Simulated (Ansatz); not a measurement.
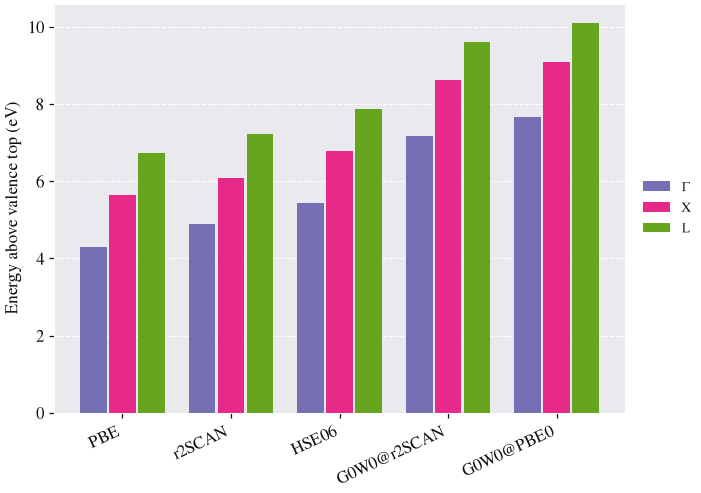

Lowest conduction level at each named k point, counted from the valence-band top at Γ, by several methods on one cell of rocksalt RbBr, space group Fm-3m (No. 225), 2 atoms in the primitive cell, relaxed with r2SCAN; cubic a = 6.922 Å. All runs are without spin-orbit coupling and carry no moments.

**How do the methods rank at Γ?**

From low to high: PBE 4.29, r2SCAN 4.89, HSE06 5.44, G0W0@r2SCAN 7.18, G0W0@PBE0 7.65 eV.

**Do the methods agree on which of these conduction levels is lowest?**

Yes: all put it at Γ.

| method | program | Γ (eV) | X (eV) | L (eV) |
| --- | --- | --- | --- | --- |
| PBE | Ansatz | 4.29 | 5.64 | 6.74 |
| r2SCAN | Ansatz | 4.89 | 6.09 | 7.22 |
| HSE06 | Ansatz | 5.44 | 6.77 | 7.88 |
| G0W0@r2SCAN | Ansatz | 7.18 | 8.61 | 9.60 |
| G0W0@PBE0 | Ansatz | 7.65 | 9.08 | 10.09 |

Settings. PBE: Ansatz PAW set, 6×6×6 k mesh, 420 eV cutoff, Fermi-Dirac smearing of 0.02 eV (Ansatz 0.2.0). r2SCAN: Ansatz PAW set, 6×6×6 k mesh, 500 eV cutoff, fixed occupations (Ansatz 0.2.0). HSE06: Ansatz PAW set, 4×4×4 k mesh, 420 eV cutoff, fixed occupations (Ansatz). G0W0@r2SCAN: r2SCAN, Ansatz PAW set, 4×4×4 k mesh, 500 eV cutoff, fixed occupations (Ansatz 0.2.0), G0W0 with empty bands 614, screening cutoff 220 eV and frequency treatment contour deformation. G0W0@PBE0: PBE0, Ansatz PAW set, 4×4×4 k mesh, 420 eV cutoff, fixed occupations (Ansatz), G0W0 with empty bands 614, screening cutoff 220 eV and frequency treatment contour deformation.

These are five of the 11 methods that were run on this cell. Spin-orbit coupling is left out, which matters for Br. r2SCAN, HSE06, G0W0@r2SCAN and G0W0@PBE0: the PAW data sets were made with another functional. LDA, GGA and most meta-GGA functionals understate gaps. The GW values are at finite bands, cutoffs and mesh, short of the basis limit.
